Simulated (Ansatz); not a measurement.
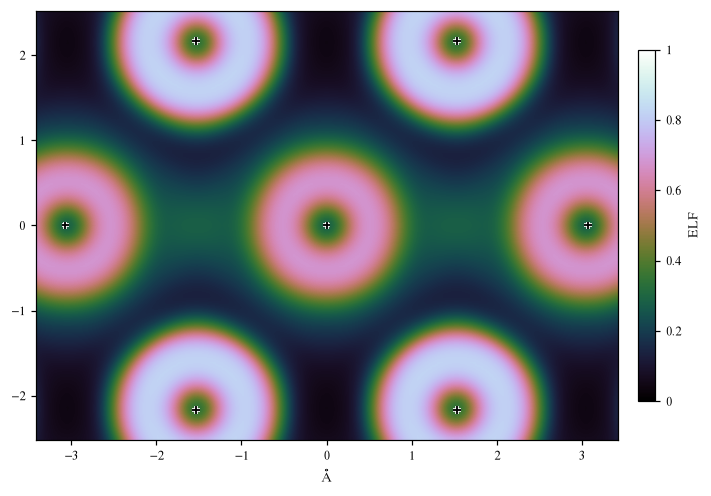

The electron localisation function on a plane through atoms (crosses mark nuclei in the plane).

Computed with DFT PBE, scalar-relativistic, plane waves, PAW (Ansatz).

Candidates:
A. Al₂O₃, a = 4.81 Å, b = 4.81 Å, c = 13.12 Å, α = 90.00°, β = 90.00°, γ = 120.00°. Space group R-3c.
B. IrO, a = 3.07 Å, b = 3.07 Å, c = 3.07 Å, α = 90.00°, β = 90.00°, γ = 90.00°. Space group Pm-3m; started from the CsCl (B2) prototype, which need not be the ambient phase; computed pressure about −34 GPa in this cell; the program warned that a starting moment wasn't kept; spin-polarised, but the moments vanished.

Which system is this?

Answer. Candidate B: IrO on the (011̄) plane of the conventional cell, which holds Ir and O. Ir–O (2.66 Å): the ELF is about 0.15 at the midpoint; no shared electron pair shows on this line.
